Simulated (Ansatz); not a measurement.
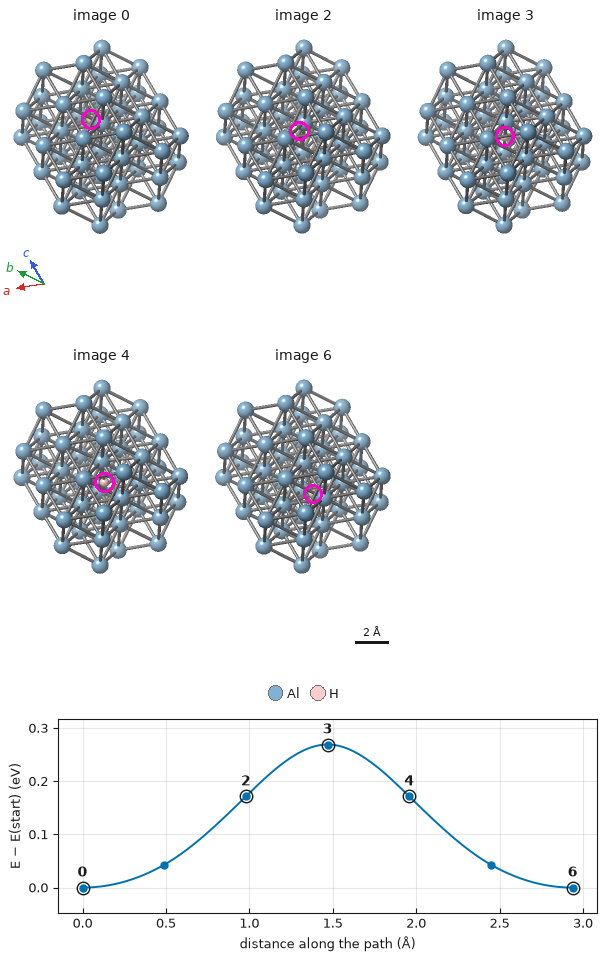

NEB run on a defect cell of composition Al₂₇H (28 atoms in the cell). Images are numbered from 0 (start) to 6 (end). The picture is a ball-and-stick view of the atoms within 5.6 Å of the middle of the path, seen from a free direction. The moving atom is ringed, with any periodic copies. Bonds to atoms that aren't drawn are left out.

Theory: Ansatz 0.2.0, DFT PBE, scalar-relativistic, plane waves, PAW. Run with plane-wave cutoff 420 eV; k-point mesh 3 × 3 × 3; Gaussian smearing 0.1 eV; 5 movable images; climbing image.

Read off the barrier and say what moves.

Answer. The two ends have the same energy, and the highest point, image 3, lies 0.269 eV above the start. The H atom travels furthest, 2.86 Å from end to end, along −c, on a straight line. At the highest image its nearest neighbour (Al) is 1.68 Å away, against 2.05 Å at the start, and the surrounding atoms stand up to 0.23 Å off the mean of their end positions. The band is converged.

The run took 9.1 min on 4 threads of Arm Neoverse N1, on a shared host, peak memory 2.7 GiB.
